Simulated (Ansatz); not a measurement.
## Geometry relaxation, with input and output: ZrN (part 2 of 2)

The same run, continued: ZrN (Fm-3m, 2 atoms in the cell); DFT PBE, scalar-relativistic, plane waves, PAW, no spin polarisation (Ansatz 0.2.0); cutoff 420 eV, 16×16×16 k-mesh, Gaussian smearing of 0.1 eV. The structure derives from an entry of the Crystallography Open Database.

**What the program printed, continued**
```
relax step   6: F+E_penalty+E_count = -4571.31300046 eV  Δ(F+E_penalty+E_count) = +1.246e-5 eV  max|allowed force component| = 5.752e-30 eV/Å  Δτ_max = 0.0000 Å  P = +0.001 GPa  Ω = 24.249 Å³  energy of the carried Pulay correction = -1.366e-5 eV  (7 SCF iters, accepted)
iter 1 solved again at ethr=3.02e-8 eV; its pass at ethr=3.10e-3 eV (dr2=5.13e-6 eV) is discarded
SCF iter   1: F=—  HF=-4571.313003 eV  |F-HF|=—  |Δ(HF+E_count)|=         —  Δρ=4.67e-7  dr2=1.75e-11  ethr=3.02e-8  ⟨swp⟩=3.2  Hψ=14973  notcnv=0
eigensolver tolerance schedule: the retry pair's looser diagonalisation over-reported the residual by 293316.32 of it (diagonalisation noise at an unbounded share of the residual, at the tolerance the schedule requests for it); recorded, not acted on — ethr = c·dr2/N_el stays at c = 1.0e-1
SCF iter   2: F=—  HF=-4571.313000 eV  |F-HF|=—  |Δ(HF+E_count)|=   2.07e-6  Δρ=2.65e-7  dr2=7.05e-12  ethr=1.00e-12  ⟨swp⟩=2.9  Hψ=4016  notcnv=0
iter 3 did not close the SCF: its close was put off for the readings that it lacked (scf_convergence_deferred on its scf_iter line)
SCF iter   3: F=-4571.313000 eV  HF=-4571.313000 eV  |F-HF|=0.00e0  |Δ(HF+E_count)|=  3.64e-12  Δρ=1.64e-7  dr2=2.37e-12  ethr=1.00e-12  ⟨swp⟩=1.0  Hψ=1885  notcnv=0
iter 4 did not close the SCF: its close was put off for the readings that it lacked (scf_convergence_deferred on its scf_iter line)
SCF iter   4: F=-4571.313000 eV  HF=-4571.313000 eV  |F-HF|=0.00e0  |Δ(HF+E_count)|=  1.82e-12  Δρ=9.96e-8  dr2=7.98e-13  ethr=1.00e-12  ⟨swp⟩=1.0  Hψ=1885  notcnv=0
iter 5 did not close the SCF: its close was put off for the readings that it lacked (scf_convergence_deferred on its scf_iter line)
SCF iter   5: F=-4571.313000 eV  HF=-4571.313000 eV  |F-HF|=9.09e-13  |Δ(HF+E_count)|=    0.00e0  Δρ=7.70e-8  dr2=4.75e-13  ethr=1.00e-12  ⟨swp⟩=1.0  Hψ=1885  notcnv=0
iter 6 did not close the SCF: its close was put off for the readings that it lacked (scf_convergence_deferred on its scf_iter line)
SCF iter   6: F=-4571.313000 eV  HF=-4571.313000 eV  |F-HF|=0.00e0  |Δ(HF+E_count)|=    0.00e0  Δρ=5.48e-8  dr2=2.40e-13  ethr=1.00e-12  ⟨swp⟩=1.0  Hψ=1885  notcnv=0
SCF iter   7: F=-4571.313000 eV  HF=-4571.313000 eV  |F-HF|=2.73e-12  |Δ(HF+E_count)|=  2.73e-12  Δρ=4.34e-8  dr2=1.52e-13  ethr=1.00e-12  ⟨swp⟩=2.0  Hψ=5592  notcnv=0
SCF 7 converged in 7 iterations: F = -4571.313000 eV  dr2 = 1.52e-13
relax step   7: F+E_penalty+E_count = -4571.31300046 eV  Δ(F+E_penalty+E_count) = -9.095e-13 eV  max|allowed force component| = 7.494e-30 eV/Å  Δτ_max = 0.0000 Å  P = +0.001 GPa  Ω = 24.249 Å³  stress off target by 8.94e-4 GPa  SCF on the basis re-selected at this cell (its energy is not comparable with the rows above)  (7 SCF iters)
```

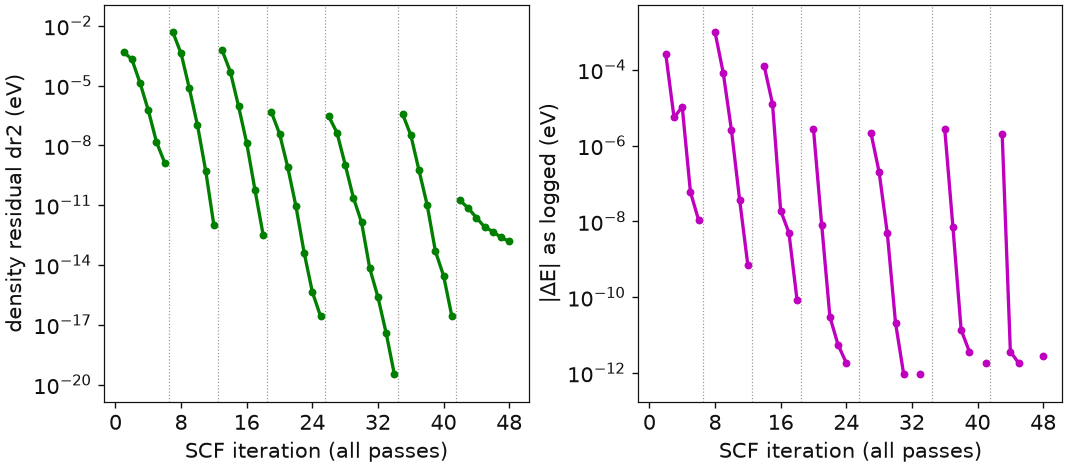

**Figure 1.** Convergence of the self-consistent field: density residual dr2 and size of the energy change against the SCF iteration. The dotted lines part the SCF passes of the relaxation: geometry steps, rejected trials and re-solves on a re-selected basis. The 7 passes take 6 to 9 iterations each, 48 in all.

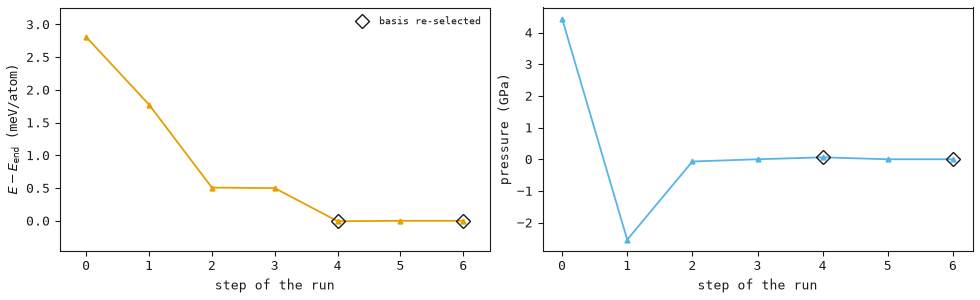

**Figure 2.** Progress of the relaxation, step by step (the first geometry is step 0 here and step 1 in the log).

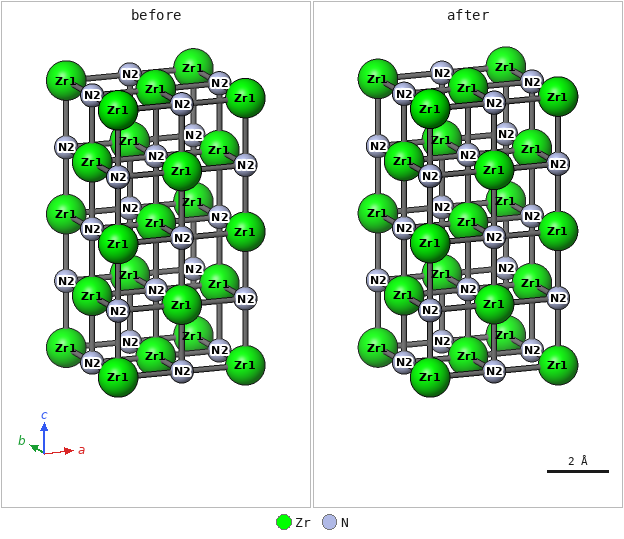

**Figure 3.** Before (left) and after (right) the relaxation, at one scale (ball-and-stick view of the cell 4 times as large as that of the calculation, set on its symmetry axes, repeated 1 × 1 × 2, seen at an oblique angle). No atom moves by more than 0.005 Å relative to the cell. The volume changes by +1.7 %, with a = b = c 4.568 → 4.595 Å (+0.6 %). Distances before and after: Zr1–N2 2.284 → 2.297 Å. The space group stays Fm-3m (No. 225). After 4 geometry steps the energy has fallen by 2.8 meV per atom. All forces vanish by symmetry, so only the cell relaxes. The pressure goes from 4.44 to 0.00 GPa. 1 further SCF at an unchanged geometry re-selected the plane-wave basis for the new cell. The energy change given includes the shifts at the re-selections in mid-walk, which come without any move. A last SCF at the same geometry on a re-selected plane-wave basis shifts the energy by next to nothing (0.0 meV per atom). (Atoms are counted from 1 in the order of the input.)

```
basis re-selected at this cell: Δ(F+E_penalty+E_count) = -9.095e-13 eV, ΔP = +0.000 GPa vs the last step (what re-selecting the basis moved, of the pressure what is left beyond the Pulay correction that the steps carried, after the strain that the cell walked since its last selection, with what the two solves' SCF thresholds leave and, on support functions, any second-order correction that the steps lacked; it is no measure of the basis error at this ecutwfc). This SCF's stress stands 8.94e-4 GPa from its target on what of the cell is left free (relax.cell.stress_tol is 5.00e-2 GPa) and its largest allowed force component is 7.49e-30 eV/Å (relax.f_tol is 5.00e-3 eV/Å): within both
SCF converged after 7 iterations
Free energy (F): -4571.313000 eV
Harris-Foulkes:  -4571.313000 eV  (|F-HF|=2.73e-12)
Internal energy: -4571.309226 eV  (E = F + TS)
E sigma→0 (E₀):  -4571.311113 eV
Entropy (-TS):   -0.003774 eV (-1.887 meV/atom)
Fermi energy:    17.562433 eV
--- Per-component energies (eV) ---
  E_band       = -27.960110
  E_kinetic    = 467.154401
  E_local      = -626.506170  (includes V_loc(G=0)·N_el)
  E_nonlocal   = 123.139420
  E_hartree    = 188.564665
  E_xc         = -224.169105
  E_vxc        = -270.613766  (∫ρ·V_xc dr)
  E_paw        = -3080.401578  (= ΣΔE_a)
  E_vpaw       = -98.263449  (= ΣTr[D̂ρ^β])
  E_aug_tail   = 0.000118  (compensation charges beyond the density's cutoff)
  E_ewald      = -1419.090977
  E_smearing   = -0.003774  (= −TS)
  E_closure    = -0.000000  (closes the sum)
  Σ components = -4571.313000   (vs F -4571.313000, Δ=0.00e0)
--- Forces (eV/Å), atoms counted from 1 ---
  atom   1  Zr    -0.00000000     0.00000000     0.00000000
  atom   2  N      0.00000000    -0.00000000     0.00000000
  max |Σ_I F_I| component: 7.10e-30 eV/Å
--- Stress (GPa, compression-positive) ---
        0.000894       0.000000      -0.000000
       -0.000000       0.000894      -0.000000
       -0.000000      -0.000000       0.000894
  P = ⅓ Tr σ = 0.0009 GPa (0.009 kbar)
--- Band table (eV; the first three rows and the last of 145) ---
  k-point 0: bands = ["-32.0421", "-9.6706", "-9.6706", "-9.6706", "1.3096", "14.9162", "14.9162", "14.9162", "17.1657", "17.1657", "17.1657", "19.1315", "19.1315"]
  k-point 1: bands = ["-32.0369", "-9.7189", "-9.6741", "-9.6741", "1.3884", "14.5691", "14.6812", "14.6812", "17.2865", "17.2865", "17.2883", "19.4238", "19.4238"]
  k-point 2: bands = ["-32.0222", "-9.8537", "-9.6842", "-9.6842", "1.6129", "13.7840", "14.1506", "14.1506", "17.5218", "17.5978", "17.5978", "20.1710", "20.1710"]
  k-point 144: bands = ["-31.8598", "-10.3027", "-10.3027", "-10.0806", "2.4346", "12.1550", "12.8264", "12.8264", "18.5754", "18.5754", "22.0569", "22.1220", "23.4266"]
--- Relaxed structure (5 steps of the walk, 5 accepted, 2 SCFs on fresh bases) ---
  F+E_penalty+E_count = -4571.31300046 eV   max|allowed force component| = 7.494e-30 eV/Å   (the final SCF, on the basis selected at the relaxed cell)
  cell:  # Å, volume = 24.2492 Å³
    - [1.416752270709016e-33, 2.297325879328797, 2.297325879328797]
    - [2.297325879328797, -1.7555148957085585e-34, 2.297325879328797]
    - [2.297325879328797, 2.297325879328797, -8.916901057567279e-35]
  atoms:
    - { symbol: Zr, position: [-8.712465947825086e-34, 6.18304035006927e-34, 5.058851195511091e-34] }
    - { symbol: N, position: [0.5, 0.5, 0.5] }
```

**Trajectory as extended XYZ (Å, eV, eV/Å), 7 frames, from step=1 to step=7**
```
2
Lattice="0.0000 2.2842 2.2842 2.2842 0.0000 2.2842 2.2842 2.2842 0.0000" Properties=species:S:1:pos:R:3:forces:R:3 step=1 energy=-4571.30738 pressure_GPa=4.44
Zr    0.0000    0.0000    0.0000    0.0000   0.0000   0.0000
N     2.2842    2.2842    2.2842    0.0000   0.0000   0.0000
2
Lattice="0.0000 2.3050 2.3050 2.3050 0.0000 2.3050 2.3050 2.3050 0.0000" Properties=species:S:1:pos:R:3:forces:R:3 step=2 energy=-4571.30945 pressure_GPa=-2.54
Zr    0.0000    0.0000    0.0000    0.0000   0.0000   0.0000
N     2.3050    2.3050    2.3050    0.0000   0.0000   0.0000
2
Lattice="0.0000 2.2973 2.2973 2.2973 0.0000 2.2973 2.2973 2.2973 0.0000" Properties=species:S:1:pos:R:3:forces:R:3 step=3 energy=-4571.31199 pressure_GPa=-0.07
Zr    0.0000    0.0000    0.0000    0.0000   0.0000   0.0000
N     2.2973    2.2973    2.2973    0.0000   0.0000   0.0000
2
Lattice="0.0000 2.2971 2.2971 2.2971 0.0000 2.2971 2.2971 2.2971 0.0000" Properties=species:S:1:pos:R:3:forces:R:3 step=4 energy=-4571.31200 pressure_GPa=0.00
Zr    0.0000    0.0000    0.0000    0.0000   0.0000   0.0000
N     2.2971    2.2971    2.2971    0.0000   0.0000   0.0000
2
Lattice="0.0000 2.2971 2.2971 2.2971 0.0000 2.2971 2.2971 2.2971 0.0000" Properties=species:S:1:pos:R:3:forces:R:3 step=5 energy=-4571.31301 pressure_GPa=0.06
Zr    0.0000    0.0000    0.0000    0.0000   0.0000   0.0000
N     2.2971    2.2971    2.2971    0.0000   0.0000   0.0000
2
Lattice="0.0000 2.2973 2.2973 2.2973 0.0000 2.2973 2.2973 2.2973 0.0000" Properties=species:S:1:pos:R:3:forces:R:3 step=6 energy=-4571.31300 pressure_GPa=0.00
Zr    0.0000    0.0000    0.0000    0.0000   0.0000   0.0000
N     2.2973    2.2973    2.2973    0.0000   0.0000   0.0000
2
Lattice="0.0000 2.2973 2.2973 2.2973 0.0000 2.2973 2.2973 2.2973 0.0000" Properties=species:S:1:pos:R:3:forces:R:3 step=7 energy=-4571.31300 pressure_GPa=0.00
Zr    0.0000    0.0000    0.0000    0.0000   0.0000   0.0000
N     2.2973    2.2973    2.2973    0.0000   0.0000   0.0000
```

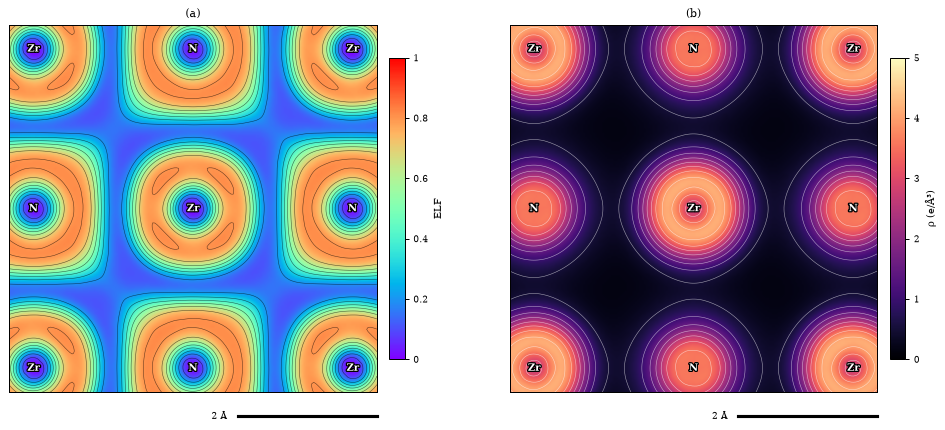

**Figure 4.** (a) ELF; (b) valence pseudo-density on the (001) plane of the conventional cell. Zr–N (2.30 Å): the density is about 0.45 e/Å³ at the midpoint; the ELF peaks at about 0.80 in the valence shell of N, 0.7 Å from its nucleus, and drops to about 0.15 between the two atoms; no shared pair; the contact is polar. Away from the nuclei the density in this plane falls to 0.17 e/Å³ at its lowest. The strong features right at Zr lie inside the PAW spheres (semicore, d or f shells) and say nothing about bonding. In a PAW calculation such maps are meaningful between the atoms, not at the nuclei.

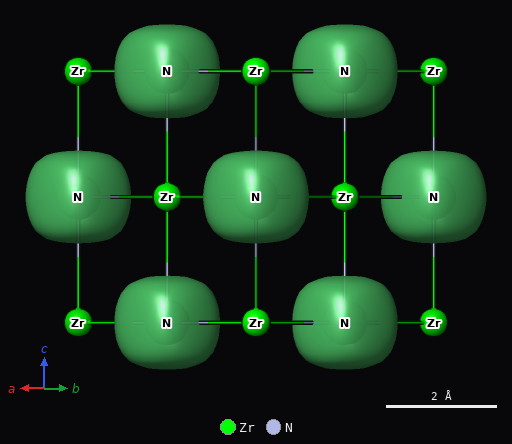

**Figure 5.** Isosurface of the electron localisation function at 0.65 (green), seen along [110]. Only the valence region is drawn (cores and ρ < 0.01 e/Å³ removed). Sticks mark near contacts. The outline is the cell set on symmetry axes. Values along the shortest contacts: Zr–N (2.30 Å): the ELF peaks at about 0.80 in the valence shell of N, 0.7 Å from its nucleus, and drops to about 0.15 between the two atoms (a polar contact without a shared pair, in a metal).

This output came from the following input.

**The input**
```yaml
crystal:
  lattice:
    - [0.0, 2.28423, 2.28423]
    - [2.28423, 0.0, 2.28423]
    - [2.28423, 2.28423, 0.0]
  atoms:
    - { symbol: Zr, position: [0.0, 0.0, 0.0] }
    - { symbol: "N", position: [0.5, 0.5, 0.5] }
basis:
  ecutwfc: 420
kpoints:
  mp_grid: { grid: [16, 16, 16] }
hamiltonian:
  xc: pbe
scf:
  occupations: { method: gaussian, width: 0.1 }
output:
  forces: true
  stress: true
  eigenvalues: true
  write_density: true
  write_potential: true
  elf: true
  volumetric_format: npy
relax:
  adjacent_minimum: "off"
  f_tol: 0.005
  max_steps: 80
  cell: { stress_tol: 0.05 }
```

Launched with:
```bash
ansatz run input.yaml --threads 1 --pin off --max-ram 2560MiB --backend cpu --events-out ev --progress --plain --runs-dir out
```

**Results in brief**

| quantity | value |
| --- | --- |
| outcome | converged |
| space group (tolerance 0.01 Å) | Fm-3m (225) |
| electrons treated | 17 |
| free energy | −4571.3130 eV |
| Fermi energy | 17.562 eV |
| gap on the k-point mesh | none (metallic) |
| pressure | 0.00 GPa |
| final volume | 24.25 Å³ |
| largest force (length of the vector) at the end | under 0.001 eV/Å |
| final cell | a = 3.249 Å, b = 3.249 Å, c = 3.249 Å, α = 60.00°, β = 60.00°, γ = 60.00° |
| hardware | 1 thread of Intel Xeon @ 2.50GHz (Skylake/Cascade Lake), 32 GiB of memory available, shared host |
| wall time | 35 s |
| peak memory | 0.41 GiB |

**Remarks**

The cell holds an odd number of electrons but the run has no spin polarisation, so a band is left half filled.
